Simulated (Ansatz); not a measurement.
**Single-point calculation of WSe2**

WSe2 (Ibam, 6 atoms in the cell), computed with DFT, r2SCAN+rVV10, plane waves, PAW, no spin polarisation (Ansatz 0.2.0).

The structure was built on a prototype by a generator. The geometry comes from this level: r2scan-rvv10.

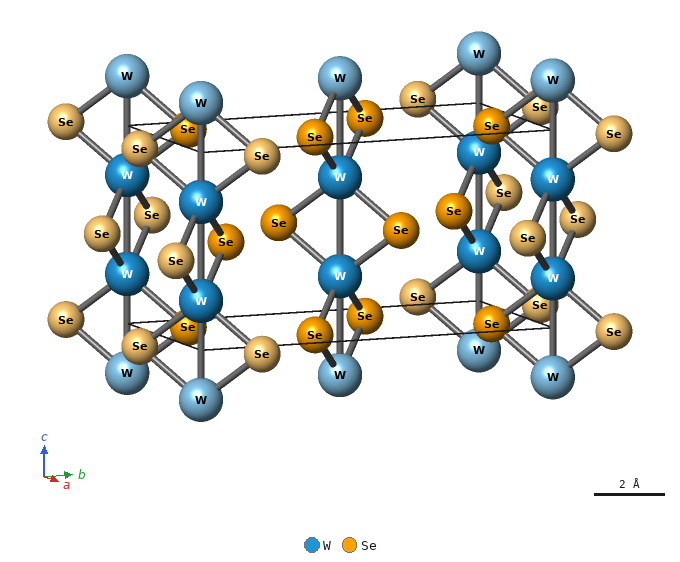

The structure as given in the input (ball-and-stick view of the cell 2 times as large as that of the calculation, set on its symmetry axes, seen slightly off an axis; neighbours outside the cell are drawn fainter).

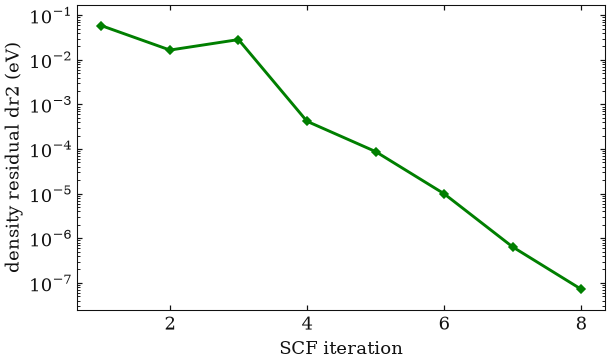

Convergence of the self-consistent field: density residual dr2 against the SCF iteration. The residual falls almost steadily, with no more than small rises.

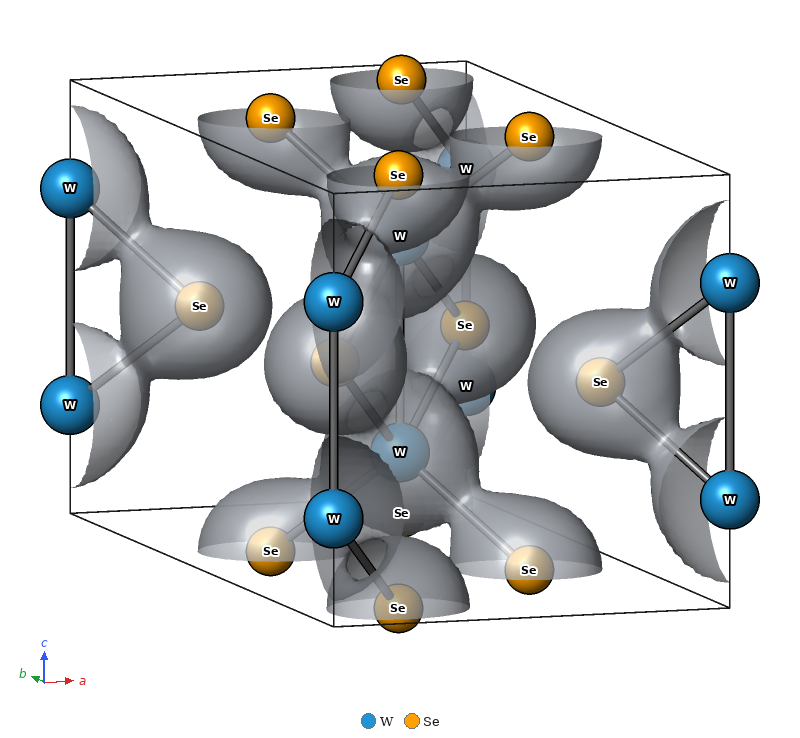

Isosurface of the valence charge density (pseudo) at 0.6 e/Å³ (grey), seen slightly off an axis. Sticks mark near contacts. The outline is the cell set on symmetry axes. At this value the density is joined into chains; it holds about 80 % of the electrons treated as valence (semicore included). It is pinched off along the W–W (2.89 Å) contacts. On the grid the lowest density along these lines, outside the cores, is 0.69 e/Å³ (W–Se, 2.40 Å) and 0.4 e/Å³ (W–W, 2.89 Å). Core electrons are frozen (PAW), so the fields are smoothed inside the atomic spheres.

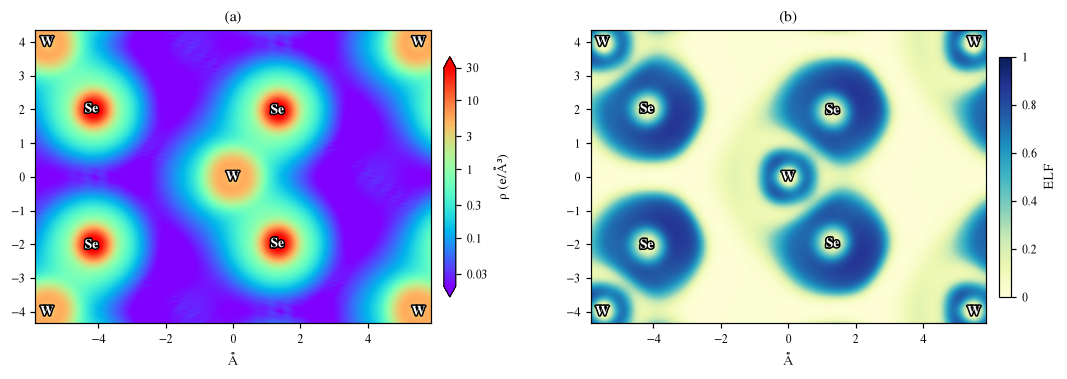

(a) valence charge density (pseudo); (b) electron localisation function on the (101̄) plane of the conventional cell. W–Se (2.40 Å): ρ at the midpoint is about 0.69 e/Å³; the ELF is about 0.50 at the midpoint. Away from the nuclei the density in this plane falls to 0.01 e/Å³ at its lowest. The strong features right at W lie inside the PAW spheres (semicore, d or f shells) and say nothing about bonding.

The input that produced these results follows, with the program's output.

Input file
```yaml
crystal:
  lattice:
    - [-2.7598322624, 5.5134048296, 2.8930624344]
    - [2.7598322624, -5.5134048296, 2.8930624344]
    - [2.7598322624, 5.5134048296, -2.8930624344]
  atoms:
    - { symbol: W, position: [0.75, 0.75, 0.0] }
    - { symbol: W, position: [0.25, 0.25, 0.0] }
    - { symbol: Se, position: [0.8775381592, 0.7548670841, 0.6324052433] }
    - { symbol: Se, position: [0.1224618408, 0.2451329159, 0.3675947567] }
    - { symbol: Se, position: [0.6224618408, 0.2548670841, 0.8773289248] }
    - { symbol: Se, position: [0.3775381592, 0.7451329159, 0.1226710752] }
kpoints:
  mp_grid: { grid: [8, 8, 8] }
  band_path:
    path:
      - [0.0, 0.0, 0.0]
      - [0.5, -0.5, 0.5]
      - [0.3126420005, -0.3126420005, 0.6873579995]
      - [-0.3126420005, 0.3126420005, 0.3126420005]
      - [0.3188360365, 0.3188360365, -0.3188360365]
      - [0.6811639635, -0.3188360365, 0.3188360365]
      - [0.0, 0.5, 0.0]
      - [0.25, 0.25, 0.25]
      - [0.5, 0.0, 0.0]
    npoints: 1
hamiltonian:
  xc: r2scan
  dispersion: rvv10
scf:
  occupations: { method: fermi_dirac, width: 0.03 }
  n_extra_bands: 5
output:
  forces: true
  stress: true
  eigenvalues: true
  write_density: true
  write_potential: true
  elf: true
  volumetric_format: npy
```

Command:
```bash
ansatz run input.yaml --threads 2 --pin off --max-ram 2211MiB --backend cpu --events-out ev --progress --plain --runs-dir out
```

Output
```
scf.n_extra_bands = 5 over 46 filled bands (N_el = 92.0): the run solves 51 bands
Engine: ansatz 0.2.0, x86_64-unknown-linux-gnu
Pseudopotentials: kind: paw
Pseudopotential: W, paw, valence charge 14, recommended cutoff 500 eV (meta_gga), W.paw.azcp
Pseudopotential: Se, paw, valence charge 16, recommended cutoff 500 eV (meta_gga), Se.paw.azcp
Functional definition: r2SCAN+rVV10
  parameter k0 = 0.174
  parameter k1 = 0.065
  parameter a1 = 4.9479
  exchange = r2scan_x(k0 = k0, k1 = k1, a1 = a1)
  correlation = r2scan_c + rvv10(11.95, 0.0093)
Crystal: 6 atoms, lattice volume = 176.084 Å³
Basis set: ecut = 500 eV, 4501 PW (Γ), exchange–correlation on 240×240×240 points (64 copies of the dense FFT grid, shifted against one another)
Bands: 51, of which v1, the nominal top of the filled ones, is band 46 counted from 1 (45 counted from 0)
Symmetry: 8 space group operations
Space group: Ibam (ITA 72), of the structure as read, at distance tolerance 5.6e-5 Å
k-points: 95 of 512
Non-local potential: W, projectors of the file, l = 0: 3, l = 1: 2, l = 2: 2, l = 3: 1
Non-local potential: Se, projectors of the file, l = 0: 2, l = 1: 2, l = 2: 3, l = 3: 1
PAW form: soft (Blöchl's): semilocal exchange-correlation on the pseudo side does not see the compensation charge
rVV10 density: all electrons in the spheres
PAW frozen core: W, regenerated for the run's functional (the file was generated under x = pbe(κ = 0.804, μ = 0.2195149727645171), c = pbe(β = 0.06672455060314922))
PAW frozen core: Se, regenerated for the run's functional (the file was generated under x = pbe(κ = 0.804, μ = 0.2195149727645171), c = pbe(β = 0.06672455060314922))
PAW one-centre angular grid: W, 590 points (default); XC on 160 Gauss nodes
PAW one-centre angular grid: Se, 590 points (default); XC on 160 Gauss nodes
Initial density: superposition of atomic densities (neutral atoms: chi_scale 0, normalization atom), corrected by the library's trained network
Initial wavefunctions: pseudopotential atomic-orbital guess
Functional: x = r2scan, c = r2scan + rvv10(b = 11.95, C = 0.0093); τ floored in thin density (d = 2e-4 eV/Å³)
SCF iter   1: F=—  HF=-42697.033788 eV  |F-HF|=—  |Δ(HF+E_count)|=         —  Δρ=9.09e-3  dr2=5.85e-2  dr2_τ=1.24e-1  ethr=1.77e-3  ⟨swp⟩=6.0  Hψ=17108  notcnv=0
preconditioner: auto → LDOS  [metal: Δε(μ)=0.032 eV  Ē_g=7.229 eV  σ=0.030 eV  W_gap=0.25  n_scr=36 (ndim 8)  ℏωp=16.8 eV  f_vac=0.142  D(μ)=4.91/eV (n_scr^D=32)  β→1.0]
SCF iter   2: F=—  HF=-42697.134491 eV  |F-HF|=—  |Δ(HF+E_count)|=   1.01e-1  Δρ=3.15e-3  dr2=1.66e-2  dr2_τ=7.95e-4  ethr=6.36e-5  ⟨swp⟩=2.9  Hψ=10631  notcnv=0  defer=26
SCF iter   3: F=—  HF=-42697.138044 eV  |F-HF|=—  |Δ(HF+E_count)|=   3.55e-3  Δρ=2.59e-3  dr2=2.85e-2  dr2_τ=1.20e-3  ethr=1.81e-5  ⟨swp⟩=2.3  Hψ=9477  notcnv=0  defer=26
SCF iter   4: F=—  HF=-42697.134104 eV  |F-HF|=—  |Δ(HF+E_count)|=   3.94e-3  Δρ=6.43e-4  dr2=4.19e-4  dr2_τ=2.27e-4  ethr=1.81e-5  ⟨swp⟩=2.1  Hψ=6604  notcnv=0  defer=26
SCF iter   5: F=—  HF=-42697.134252 eV  |F-HF|=—  |Δ(HF+E_count)|=   1.48e-4  Δρ=2.16e-4  dr2=8.79e-5  dr2_τ=2.76e-6  ethr=4.56e-7  ⟨swp⟩=2.0  Hψ=9008  notcnv=0  defer=26
SCF iter   6: F=—  HF=-42697.134261 eV  |F-HF|=—  |Δ(HF+E_count)|=   9.04e-6  Δρ=7.10e-5  dr2=9.96e-6  dr2_τ=4.01e-7  ethr=9.56e-8  ⟨swp⟩=3.0  Hψ=9362  notcnv=0  defer=26
SCF iter   7: F=—  HF=-42697.134262 eV  |F-HF|=—  |Δ(HF+E_count)|=   1.49e-6  Δρ=1.82e-5  dr2=6.40e-7  dr2_τ=2.53e-8  ethr=1.08e-8  ⟨swp⟩=2.0  Hψ=9008  notcnv=0  defer=26
SCF iter   8: F=-42697.134263 eV  HF=-42697.134263 eV  |F-HF|=1.16e-8  |Δ(HF+E_count)|=   6.43e-7  Δρ=5.31e-6  dr2=7.20e-8  dr2_τ=2.91e-9  ethr=1.09e-10  ⟨swp⟩=11.0  Hψ=34624  notcnv=0
SCF 1 converged in 8 iterations: F = -42697.134263 eV  dr2 = 7.20e-8
  greatest PAW one-centre occupation: 1.000 electrons in one spin orbital (limit 2), on the Se atom at site 3 (counted from 0), in its partial waves of l = 2
NSCF: frozen V_eff on 9 k-points
SCF converged after 8 iterations
Free energy (F): -42697.134263 eV
Harris-Foulkes:  -42697.134263 eV  (|F-HF|=1.16e-8)
Internal energy: -42697.127561 eV  (E = F + TS)
E sigma→0 (E₀):  -42697.130912 eV
Entropy (-TS):   -0.006702 eV (-1.117 meV/atom)
Fermi energy:    7.077645 eV
--- Per-component energies (eV) ---
  E_band       = -2259.252893
  E_kinetic    = 1371.783363
  E_local      = -14128.643329  (includes V_loc(G=0)·N_el)
  E_nonlocal   = -2374.444579
  E_hartree    = 6600.241336
  E_xc         = -875.628422
  E_vxc        = -934.679479  (∫ρ·V_xc dr)
  E_paw        = -24888.283780  (= ΣΔE_a)
  E_vpaw       = 558.304325  (= ΣTr[D̂ρ^β])
  E_aug_tail   = -0.000883  (compensation charges beyond the density's cutoff)
  E_vtau       = 47.933226  (kinetic-family band-sum trace: ∫τ·v_τ [+ j·A + Jᵃ·Aᵃ] dr)
  E_ewald      = -8393.916288
  E_core_change = -8.234979  (= ΣΔE_core)
  E_smearing   = -0.006702  (= −TS)
  E_closure    = -0.000000  (closes the sum)
  Σ components = -42697.134263   (vs F -42697.134263, Δ=0.00e0)
--- Forces (eV/Å), atoms counted from 1 ---
  atom   1  W      0.00000000     0.00000000     0.00000000
  atom   2  W     -0.00000000     0.00000000     0.00000000
  atom   3  Se    -0.00077863     0.00478825     0.00000000
  atom   4  Se     0.00077863    -0.00478825     0.00000000
  atom   5  Se    -0.00077863    -0.00478825    -0.00000000
  atom   6  Se     0.00077863     0.00478825    -0.00000000
  max |Σ_I F_I| component: 3.47e-18 eV/Å
--- Stress (GPa, compression-positive) ---
       -0.012079       0.000000       0.000000
        0.000000      -0.026273       0.000000
        0.000000       0.000000      -0.014335
  P = ⅓ Tr σ = -0.0176 GPa (-0.176 kbar)
--- Band table (eV; the first three rows and the last of 95) ---
  k-point 0: bands = ["-68.8308", "-68.7964", "-41.4112", "-41.4108", "-41.4106", "-41.4090", "-41.3983", "-41.3983", "-41.3982", "-41.3978", "-41.3871", "-41.3870", "-41.3868", "-41.3867", "-41.3788", "-41.3786", "-41.3779", "-41.3732", "-41.3604", "-41.3587", "-41.3584", "-41.3584", "-32.7449", "-32.5388", "-32.5358", "-32.4555", "-32.4525", "-32.1255", "-7.2248", "-6.1492", "-6.1137", "-6.0667", "1.2438", "2.3929", "2.8193", "3.0949", "3.3070", "3.4789", "3.7696", "4.2809", "4.4039", "4.5709", "4.8751", "5.2453", "6.1000", "7.0000", "7.0945", "8.8249", "9.3431", "9.4540", "9.4863"]
  k-point 1: bands = ["-68.8308", "-68.7964", "-41.4112", "-41.4108", "-41.4106", "-41.4090", "-41.3983", "-41.3982", "-41.3982", "-41.3978", "-41.3871", "-41.3870", "-41.3868", "-41.3867", "-41.3787", "-41.3786", "-41.3779", "-41.3732", "-41.3604", "-41.3587", "-41.3584", "-41.3584", "-32.7449", "-32.5388", "-32.5359", "-32.4555", "-32.4525", "-32.1255", "-7.1876", "-6.1699", "-6.1322", "-6.0713", "1.2661", "2.4115", "2.8058", "3.1050", "3.2595", "3.3797", "3.9117", "4.0618", "4.3420", "4.6062", "4.8836", "5.4682", "6.0947", "6.9634", "7.1189", "8.8616", "9.2768", "9.4870", "9.5041"]
  k-point 2: bands = ["-68.8308", "-68.7964", "-41.4111", "-41.4108", "-41.4107", "-41.4089", "-41.3983", "-41.3982", "-41.3982", "-41.3979", "-41.3870", "-41.3870", "-41.3869", "-41.3867", "-41.3787", "-41.3786", "-41.3779", "-41.3732", "-41.3604", "-41.3587", "-41.3584", "-41.3584", "-32.7449", "-32.5388", "-32.5359", "-32.4555", "-32.4525", "-32.1255", "-7.0857", "-6.2354", "-6.1687", "-6.0873", "1.3363", "2.4613", "2.7597", "2.8823", "3.2636", "3.3619", "3.8710", "4.0561", "4.2700", "4.5482", "4.9355", "5.7747", "6.0493", "6.9379", "7.1759", "8.9458", "9.1623", "9.4496", "9.6479"]
  k-point 94: bands = ["-68.8308", "-68.7964", "-41.4110", "-41.4107", "-41.4106", "-41.4092", "-41.3984", "-41.3982", "-41.3981", "-41.3979", "-41.3871", "-41.3870", "-41.3869", "-41.3866", "-41.3787", "-41.3785", "-41.3779", "-41.3733", "-41.3604", "-41.3587", "-41.3584", "-41.3584", "-32.7449", "-32.5388", "-32.5359", "-32.4555", "-32.4525", "-32.1255", "-6.9679", "-6.4164", "-6.1136", "-6.0978", "1.4544", "1.9886", "2.2008", "2.9868", "3.0586", "3.2859", "4.3239", "4.4030", "4.6467", "5.2779", "5.3485", "5.5678", "5.8751", "6.9226", "7.0617", "9.1038", "9.1276", "9.3501", "9.5652"]
```

File rho_z.tsv
```
# z_ang	rho[e/angstrom^3]
# format = ansatz-planar-average/11
# lattice	-2.759832262	5.513404830	2.893062434
# lattice	2.759832262	-5.513404830	2.893062434
# lattice	2.759832262	5.513404830	-2.893062434
# sites	6
# site	74	0.000000000	0.000000000	4.339593652
# site	74	0.000000000	0.000000000	1.446531217
# site	34	1.406780803	4.163041421	2.893062434
# site	34	1.353051460	1.350363409	0.000000000
# site	34	1.406780803	6.863768238	0.000000000
# site	34	1.353051460	-1.350363409	2.893062434
0.000000	7.940290e-1
0.113510	7.990525e-1
0.227020	8.142280e-1
0.340529	8.389565e-1
0.454039	8.696798e-1
0.567549	8.973362e-1
0.681059	9.066868e-1
0.794569	8.809056e-1
0.908078	8.113394e-1
1.021588	7.050851e-1
1.135098	5.825525e-1
1.248608	4.666905e-1
1.362118	3.731167e-1
1.475628	3.073618e-1
1.589137	2.681862e-1
1.702647	2.527452e-1
1.816157	2.601068e-1
1.929667	2.914445e-1
2.043177	3.471503e-1
2.156686	4.222770e-1
2.270196	5.026923e-1
2.383706	5.659155e-1
2.497216	5.894891e-1
2.610726	5.631416e-1
2.724235	4.951955e-1
2.837745	4.073759e-1
2.951255	3.225284e-1
3.064765	2.550597e-1
3.178275	2.093462e-1
3.291784	1.838126e-1
3.405294	1.756956e-1
3.518804	1.838126e-1
3.632314	2.093462e-1
3.745824	2.550597e-1
3.859334	3.225284e-1
3.972843	4.073759e-1
4.086353	4.951955e-1
4.199863	5.631416e-1
4.313373	5.894891e-1
4.426883	5.659155e-1
4.540392	5.026923e-1
4.653902	4.222770e-1
4.767412	3.471503e-1
4.880922	2.914445e-1
4.994432	2.601068e-1
5.107941	2.527452e-1
5.221451	2.681862e-1
5.334961	3.073618e-1
5.448471	3.731167e-1
5.561981	4.666905e-1
5.675491	5.825525e-1
5.789000	7.050851e-1
5.902510	8.113394e-1
6.016020	8.809056e-1
6.129530	9.066868e-1
6.243040	8.973362e-1
6.356549	8.696798e-1
6.470059	8.389565e-1
6.583569	8.142280e-1
6.697079	7.990525e-1
```

Results in brief

- outcome: converged
- space group (tolerance 0.01 Å): Ibam (72)
- electrons treated: 92
- free energy: −42697.1343 eV
- Fermi energy: 7.078 eV
- band gap: 0.04 eV
- pressure: −0.02 GPa
- largest force (length of the vector): 0.005 eV/Å
- hardware: 2 threads of Intel Xeon @ 2.70GHz, 189 GiB of memory available, shared host
- wall time: 88 s (CPU time 2.9 min)
- peak memory: 1.9 GiB

Remarks

Spin–orbit coupling is left out, which matters for W.
